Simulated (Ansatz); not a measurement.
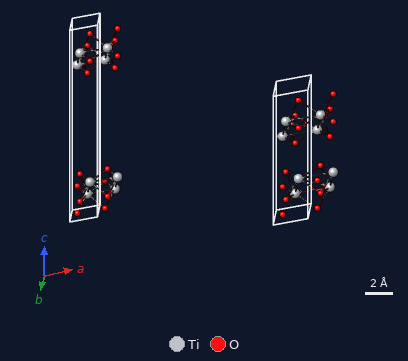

Two geometries of a crystal of TiO$_{2}$ (built on the MoS2-164 type type), drawn at one scale. One is the start of a relaxation, the other its converged end. Style: ball-and-stick. Shown: the cell of the calculation, repeated 2 × 2 × 1 with one cell outlined, from a free direction.

Theory: Ansatz, DFT, PBEsol, plane waves, PAW. Set-up: plane-wave cutoff 420 eV; k-point mesh 9 × 9 × 2; occupations fermi dirac; smearing width 0.03 eV; no spin polarisation; cell and atoms relaxed; force threshold 0.01 eV/Å; at most 120 steps.

Which geometry has the lower energy?

Answer. The right one is the relaxed one. After 26 accepted moves (31 points after the start) the energy has fallen by 2836 meV per atom. Largest force component: 9.3 eV/Å at the start, 0.00078 eV/Å at the end. Pressure: 160.27 GPa at the start and 0.01 GPa at the end. At 5 points the geometry stayed and the basis and grid were re-selected for the new cell (energy shift of 159 meV per atom at most each time). The largest moves relative to the cell, 1.42 Å, are those of O atoms. By element the largest moves are O 1.42 Å, Ti 1.04 Å. Cell: a = b 2.268 → 2.851 Å (+25.7 %), c 15.436 → 10.362 Å (−32.9 %). Volume +6.1 %. Near-neighbour distances that change, for instance: Ti–Ti 2.268 → 2.851 Å, O–Ti 1.713 → 1.991 Å. Bond angles that change, for instance: Ti–O–Ti 82.9° → 91.5°. The space group stays P-3m1 (No. 164).
